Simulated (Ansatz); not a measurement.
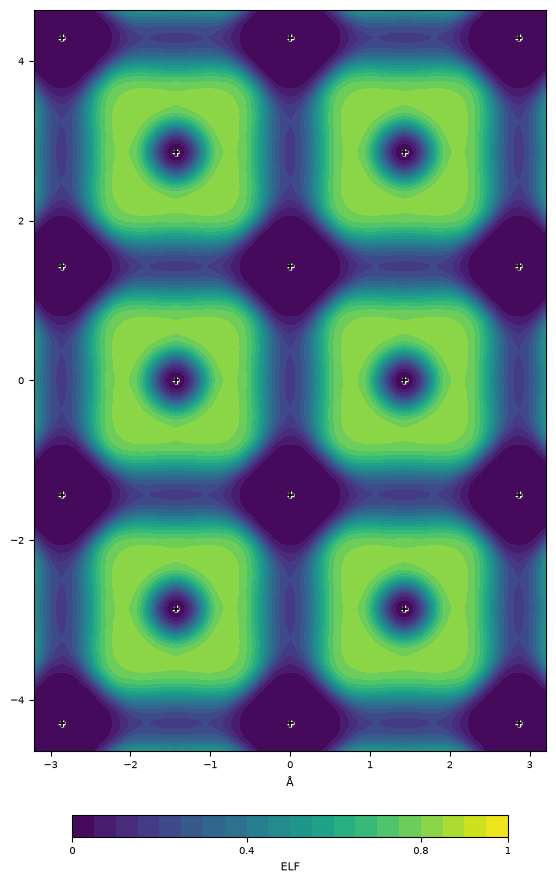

The ELF on a plane through atoms (crosses mark nuclei in the plane).

Computed with DFT PBEsol, scalar-relativistic, plane waves, PAW (Ansatz).

Candidates:
A. AlN, a = 2.86 Å, b = 2.86 Å, c = 13.14 Å, α = 90.00°, β = 90.00°, γ = 90.00°. Space group P4/nmm; a structure from a database of computed crystals, not necessarily the ambient phase; not relaxed (largest force 1.0 eV/Å); computed pressure about −6 GPa in this cell.
B. SiC (interface cell), a = 3.08 Å, b = 7.55 Å, c = 10.92 Å, α = 90.00°, β = 90.00°, γ = 90.00°. 

Question: Which system is this?

Answer: Candidate A: AlN on the (001) plane of the conventional cell, which holds Al and N. Al–N (2.02 Å): the ELF peaks at about 0.85 in the valence shell of N, 0.8 Å from its nucleus, and is about 0.80 at the midpoint.
